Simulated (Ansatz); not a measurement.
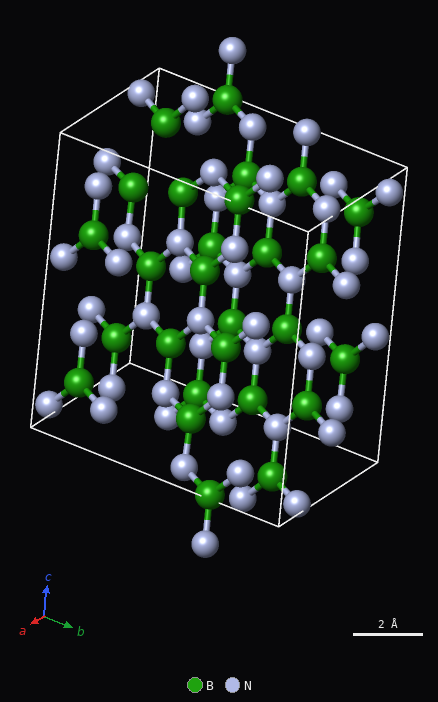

*The structure as given in the input (ball-and-stick view of the cell of the calculation, seen slightly off an axis; bonded neighbours outside the cell are drawn too). An atom can appear more than once, as a periodic image.*

Single-point calculation of B₂₄N₂₃ (part 1 of 2)

System: B₂₄N₂₃ (defect cell, 47 atoms in the cell).
Method: DFT PBE, scalar-relativistic, plane waves, PAW, spin-polarised (Ansatz 0.2.0).

The structure derives from an entry of the Crystallography Open Database.

**What the program printed**
```
Warning: the band count 111 (scf.n_extra_bands) hosts the net moment |M| = 0.1300 μB (N_el = 187) but caps the reachable moment at 2·n_bands − N_el = 35.0000 μB, below the 141 bands that the automatic rule leaves for it — a moment growing past the seed, or the majority channel's smearing tail, pins there with fewer empty majority states than that count leaves; raise or omit scf.n_extra_bands unless the cap is intended
Warning: checkpoint.read: spin seed differs: saved 828e53283a58…, current eca625976625…; the loaded state replaces the seed-built initial guess (but the starting_ns of a DFT+U solve that opens without the state's occupation matrices), so the run may converge into the producing seed's basin, or, where the symmetry group that follows from this deck's starting moments and starting_ns does not hold the saved magnetisation, lose that magnetisation at its first build. Where atoms have moved since the state was saved, this difference can also decide whether moments are moved with them. A self-consistent run of this deck without the state starts from its starting moments and, under a DFT+U term, its starting_ns
scf.n_extra_bands = 17 over 94 filled bands (N_el = 187.0): the run solves 111 bands
Engine: ansatz 0.2.0, aarch64-unknown-linux-gnu
Pseudopotentials: kind: paw
Pseudopotential: B, paw, valence charge 3, recommended cutoff 420 eV (normal), B.paw.azcp
Pseudopotential: N, paw, valence charge 5, recommended cutoff 420 eV (normal), N.paw.azcp
Functional definition: PBE
  parameter kappa = 0.804
  parameter beta = 0.06672455060314922
  exchange = pbe_x(kappa = kappa, mu = beta*pi^2/3)
  correlation = pbe_c(beta = beta)
Crystal: 47 atoms, lattice volume = 430.395 Å³
Basis set: ecut = 420 eV, 8413 PW (Γ), exchange–correlation on 108×108×120 points (8 copies of the dense FFT grid, shifted against one another)
Bands: 111, of which v1, the nominal top of the filled ones, is band 94 counted from 1 (93 counted from 0)
Symmetry: 1 space group operations
Space group: P1 (ITA 1), of the structure as read, at distance tolerance 7.6e-5 Å
Magnetic group: BNS 1.1 (UNI 1), of the structure as read, at distance tolerance 7.6e-5 Å
k-points: 8
Non-local potential: B, projectors of the file, l = 0: 2, l = 1: 2, l = 2: 1
Non-local potential: N, projectors of the file, l = 0: 2, l = 1: 2, l = 2: 1
PAW form: soft (Blöchl's): semilocal exchange-correlation on the pseudo side does not see the compensation charge
PAW one-centre angular grid: B, 110 points (default); XC on 64 Gauss nodes
PAW one-centre angular grid: N, 110 points (default); XC on 64 Gauss nodes
Initial density: read from a saved state, or passed on in memory by an earlier SCF of this step, an earlier step, the calling program or the single point that the run made first
Stability of the state it starts from, as read at its close in the collinear treatment: not read negative (Ritz values of 1 − χ₀K, real part plus size of imaginary part, from -3.7 to 0.59, by its mixing steps under no symmetry); its run was given moments
Starting moments: Σ|m| = 0.13 μB on 6 of 47 sites; this step starts from the density that it was given
Initial wavefunctions: pseudopotential atomic-orbital guess
Functional: x = pbe(κ = 0.804, μ = 0.2195149727645171), c = pbe(β = 0.06672455060314922)
iter 1 solved again at ethr=3.96e-8 eV; its pass at ethr=3.10e-3 eV (dr2=7.40e-5 eV) is discarded
SCF iter   1: F=—  HF=-12626.097549 eV  |F-HF|=—  |Δ(HF+E_count)|=         —  Δρ=5.65e-7 (↑5.13e-7 ↓5.65e-7)  dr2=2.16e-8  dr2_m=1.01e-10  M=0.744 μB ∫|m|=0.833 μB  β_m=0.30  ethr=3.96e-8  ⟨swp⟩=4.0  Hψ=13432  notcnv=0
preconditioner: auto → Resta (q_TF=auto, 2.374 Å⁻¹)  ε∞=4.7  [insulator: Δε(μ)=0.077 eV  Ē_g=12.657 eV  σ=0.050 eV  W_gap=0.55  n_scr=90 (ndim 8)  ℏωp=24.5 eV  f_vac=0.015  D(μ)=5.01/eV (n_scr^D=16)  ε∞_Penn≈4.7]
spin=Collinear: Resta preconditioning applied to the charge; magnetization (m = ρ↑ − ρ↓) channel mixes plain (no charge-response kernel on spin).
SCF iter   2: F=-12626.097549 eV  HF=-12626.097549 eV  |F-HF|=5.03e-9  |Δ(HF+E_count)|=   4.33e-8  Δρ=4.09e-7 (↑4.09e-7 ↓4.02e-7)  dr2=1.26e-8  dr2_m=7.06e-11  M=0.744 μB ∫|m|=0.833 μB  ethr=1.16e-11  ⟨swp⟩=7.9  Hψ=6836  notcnv=0
SCF 1 converged in 2 iterations: F = -12626.097549 eV  dr2 = 1.26e-8
  greatest PAW one-centre occupation: 0.799 electrons in one spin orbital (limit 2), on the N atom at site 35 (counted from 0), in its partial waves of l = 0
SCF converged after 2 iterations
Magnetization: 0.7441 μB (93.8720 up, 93.1280 down)
Absolute magnetization: 0.8349 μB (∫|ρ↑−ρ↓|, with the PAW one-centre terms)
Spin contamination: 0.0029 ħ² per cell (⟨S²⟩ above its minimum at these occupations)
Per-site moments (μB) at R_I (Å): [(0.0001873172684517514, 0.5950729104545143), (0.00019485966933349474, 0.5951397231062137), (0.0001255498203241837, 0.5947452547474057), (9.958648648486303e-5, 0.5947372688726292), (-1.942033221659384e-6, 0.5946168282426719), (-6.82186225816462e-6, 0.5946476437834286), (0.00038936226403802677, 0.5949279426807373), (0.0004205615587017511, 0.5948571926949865), (4.452904658215847e-6, 0.5946394407605031), (-1.3344029808376622e-5, 0.5946604449323663), (0.0001333562297544963, 0.5947119801929893), (9.079719734490748e-5, 0.594722514539144), (0.03585683192597699, 0.6036344729512603), (0.009678633974197971, 0.5927331314058125), (0.034683453212252476, 0.6035481675699624), (0.002488499720691407, 0.5959969806697724), (0.0024917515418672593, 0.5960877080430105), (0.009620028500959743, 0.592483369969276), (0.0023155293177408794, 0.5961394485428143), (0.0023087711354797713, 0.5961857931039645), (0.002511897572723609, 0.596093909767269), (0.009610544275050058, 0.5925826058281689), (0.002481135535477437, 0.5960105636373518), (0.03487001654830085, 0.6032935718359473), (0.0008923942135115676, 0.5959969806697724), (-0.002280074584646193, 0.5927772812773489), (-0.0024429686534278867, 0.592483369969276), (-0.0018350978936377401, 0.603496693817765), (-0.0020333032966830923, 0.5926369417051466), (0.0002497033747259452, 0.596093909767269), (0.00028040562102840205, 0.5960877080430105), (-0.0018352021419924742, 0.6035056948167874), (-0.0020547770341952905, 0.5927016150992503), (-0.0024820152935717404, 0.5925826058281689), (-0.002261467754680062, 0.5927331314058125), (0.0033008948168972703, 0.5947119801929893), (0.003134688968531509, 0.594722514539144), (0.0026265699343974223, 0.5946476437834286), (0.0024468619075218713, 0.5946168282426719), (0.0009999504310377763, 0.5948571926949865), (0.0009009754135717809, 0.5949279426807373), (0.00035576609255911796, 0.5950407529741648), (0.00034866444935410074, 0.5950774332141894), (0.0009498015230272891, 0.594931229848008), (0.0009471464919000791, 0.5949304231698603), (0.002788168642598582, 0.5946394407605031), (0.002315154434305345, 0.5946604449323663)]
Free energy (F): -12626.097549 eV
Harris-Foulkes:  -12626.097549 eV  (|F-HF|=5.03e-9)
Internal energy: -12626.091287 eV  (E = F + TS)
E sigma→0 (E₀):  -12626.094418 eV
Entropy (-TS):   -0.006262 eV (-0.133 meV/atom)
Fermi energy:    7.633668 eV
--- Per-component energies (eV) ---
  E_band       = -455.858040
  E_kinetic    = 4250.999636
  E_local      = -8116.065828  (includes V_loc(G=0)·N_el)
  E_nonlocal   = 1339.432586
  E_hartree    = 2628.926355
  E_xc         = -2146.744173
  E_vxc        = -2661.356965  (∫ρ·V_xc dr)
  E_paw        = -4834.124453  (= ΣΔE_a)
  E_vpaw       = -526.722896  (= ΣTr[D̂ρ^β])
  E_aug_tail   = 0.002283  (compensation charges beyond the density's cutoff)
  E_ewald      = -5748.517692
  E_smearing   = -0.006262  (= −TS)
  E_closure    = 0.000000  (closes the sum)
  Σ components = -12626.097549   (vs F -12626.097549, Δ=0.00e0)
--- Forces (eV/Å), atoms counted from 1 ---
  atom   1  B     -0.00438603     0.00496533     0.00354582
  atom   2  B      0.00003150    -0.00070350     0.00640793
  atom   3  B     -0.00307273    -0.00198352    -0.00017059
  atom   4  B     -0.00210448    -0.00454028     0.00364353
  atom   5  B     -0.00018069     0.00108740    -0.00055588
  atom   6  B     -0.00467899    -0.00001996     0.00288199
  atom   7  B     -0.00103471     0.00195439    -0.00178253
  atom   8  B      0.00251954     0.00233759    -0.00383513
  atom   9  B      0.00099539     0.00017850    -0.00591454
  atom  10  B     -0.00357822     0.00088679     0.00127323
  atom  11  B      0.00033736    -0.00075399    -0.00223873
  atom  12  B      0.00046373    -0.00035355     0.00154665
  atom  13  B      0.01989701    -0.01863113    -0.00309058
  atom  14  B      0.00553972    -0.00058206     0.00246820
  atom  15  B      0.00293200     0.03326921     0.00141031
  atom  16  B      0.00010481    -0.00648267     0.00335598
  atom  17  B      0.00368302    -0.00517735     0.00248236
  atom  18  B      0.01246083     0.00688099    -0.00129041
  atom  19  B      0.00013241     0.00325788    -0.00929753
  atom  20  B     -0.00754608    -0.00019074    -0.00207251
  atom  21  B      0.00007181    -0.00264938     0.00456079
  atom  22  B      0.00425723    -0.00224720    -0.00564187
  atom  23  B      0.00056808     0.00448606    -0.00360109
  atom  24  B     -0.01527085    -0.01200492    -0.00522118
  atom  25  N      0.00019507     0.00098545     0.00350290
  atom  26  N     -0.00271485    -0.01057481     0.00291437
  atom  27  N     -0.01025624     0.00455244    -0.00106601
  atom  28  N     -0.00177335    -0.00113663     0.00157333
  atom  29  N     -0.00644196    -0.00984769    -0.00548294
  atom  30  N     -0.00637018    -0.00144107    -0.00585659
  atom  31  N     -0.00162345     0.00134552     0.00074727
  atom  32  N     -0.00059478     0.00252315    -0.00337280
  atom  33  N      0.00567548     0.01040948     0.00728784
  atom  34  N     -0.00394072     0.00173855     0.00587379
  atom  35  N      0.00440160     0.00050372    -0.00055346
  atom  36  N      0.00361312     0.00392087     0.00106053
  atom  37  N      0.00068136     0.00105358     0.00750496
  atom  38  N      0.00053715     0.00179185    -0.00371742
  atom  39  N     -0.00025418    -0.00141857     0.00319492
  atom  40  N     -0.00218658     0.00115248    -0.00104071
  atom  41  N      0.00473245    -0.00082610     0.00362302
  atom  42  N      0.00114607     0.00218058    -0.00037435
  atom  43  N      0.00204943    -0.00037088    -0.00176877
  atom  44  N     -0.00229447    -0.00138733    -0.00191402
  atom  45  N      0.00161788    -0.00209502    -0.00026474
  atom  46  N      0.00180125    -0.00296612     0.00217752
  atom  47  N     -0.00014232    -0.00307698    -0.00291388
  max |Σ_I F_I| component: 1.02e-6 eV/Å
--- Band table (eV; the first three rows and the last of 16) ---
  k-point 0 ↑: bands = ["-13.1316", "-12.8386", "-11.6926", "-11.6566", "-11.6111", "-11.5679", "-11.5034", "-11.4918", "-11.4905", "-11.4795", "-11.4753", "-11.4207", "-11.3774", "-10.9020", "-10.0248", "-10.0179", "-9.8968", "-9.8946", "-9.8902", "-9.6037", "-9.3480", "-9.3086", "-9.3081", "-4.3009", "-4.2150", "-4.2130", "-4.2117", "-4.1270", "-4.1161", "-3.2902", "-3.2900", "-3.1233", "-3.1221", "-2.9486", "-2.4640", "-2.4554", "-2.4263", "-2.4247", "-1.5463", "-0.9147", "-0.8621", "-0.8566", "-0.8265", "-0.8251", "-0.8240", "-0.8223", "-0.8152", "-0.8136", "-0.4867", "-0.4815", "0.3824", "0.4396", "0.5293", "0.5325", "0.5516", "0.5520", "0.5644", "0.5647", "0.5704", "0.6557", "0.6896", "0.6932", "0.7733", "0.7757", "0.7761", "0.7843", "0.7848", "0.7863", "0.9919", "1.3308", "1.3643", "1.4257", "1.4320", "1.4518", "1.4600", "1.4640", "1.8577", "2.2673", "2.4168", "2.6009", "2.6632", "2.6653", "3.2490", "3.3852", "3.3864", "3.6324", "3.7611", "3.7727", "3.9736", "4.2653", "4.4871", "4.6002", "4.6005", "7.5639", "8.8820", "9.1238", "9.1913", "9.2032", "9.3658", "9.3722", "9.4228", "9.4739", "9.4869", "9.5606", "9.7430", "10.0303", "10.4208", "12.4152", "12.4940", "12.4997", "12.5193"]
```
